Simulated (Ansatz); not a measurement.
Take the following structure.

```xyz
30
Lattice="7.7221 0.0000 0.0000 0.0000 9.4633 0.0000 0.0000 0.0000 9.4633" Properties=species:S:1:pos:R:3 pbc="T T T"
Si    1.2506    0.0000    0.9855
Si    0.0000    0.0000    5.3642
Si    3.8610    0.0000    5.2346
Si    0.0000    0.0000    8.4846
Si    6.4715    0.0000    0.9855
Si    1.8922    0.0000    3.9856
Si    5.8298    0.0000    3.9856
Si    3.8610    1.3242    7.1796
Si    0.0000    1.7887    6.9402
Si    2.0606    6.5376    7.1448
Si    5.6615    6.5376    7.1448
Si    3.8610    8.1391    7.1796
Si    0.0000    7.6746    6.9402
Si    2.0606    2.9257    7.1448
Si    5.6615    2.9257    7.1448
Si    5.1116    4.7316    5.7172
Si    3.8610    4.7316    0.6325
Si    0.0000    4.7316    0.5030
Si    3.8610    4.7316    3.7530
Si    2.6105    4.7316    5.7172
Si    5.7532    4.7316    8.7172
Si    1.9688    4.7316    8.7172
Si    0.0000    6.0558    2.4480
Si    3.8610    6.5203    2.2086
Si    5.9216    1.8059    2.4132
Si    1.8004    1.8059    2.4132
Si    0.0000    3.4075    2.4480
Si    3.8610    2.9430    2.2086
Si    5.9216    7.6573    2.4132
Si    1.8004    7.6573    2.4132
```

Q: Describe what this structure looks like.

A: The element is silicon. Space group: Imm2 (No. 44). Lattice: body-centred orthorhombic. The cell holds 30 atoms. Coordination numbers (contacts within bonding distance): Si 3 to 4 (mean 3.9). The bonds build a three-dimensional framework.

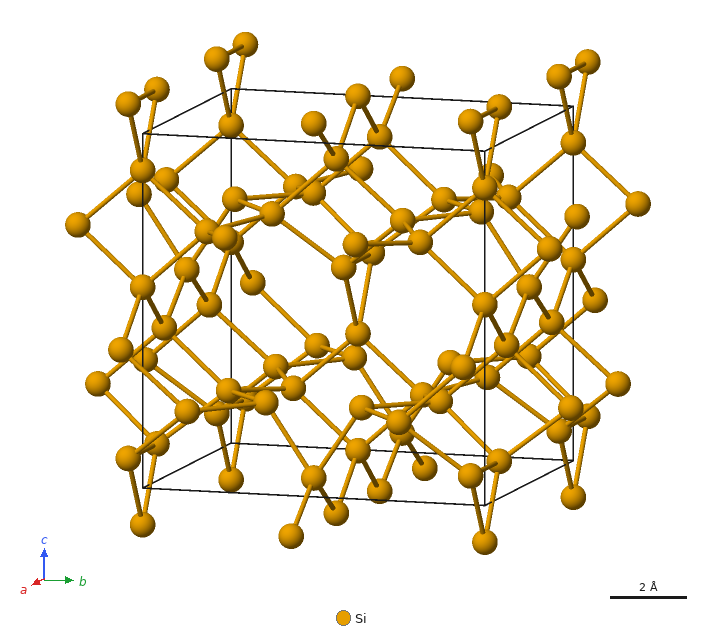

Structure drawing (ball-and-stick), viewed slightly off an axis. The frame is the conventional unit cell; atoms at its boundary are shown with their periodic copies. Periodic images bonded to atoms of the box are shown as well.

The cell started as a structure listed in the Materials Project. The cell was then strained or its atoms displaced on purpose. The atoms were relaxed in a fixed cell with Ansatz 0.2.0, DFT PBE, scalar-relativistic, plane waves, PAW.
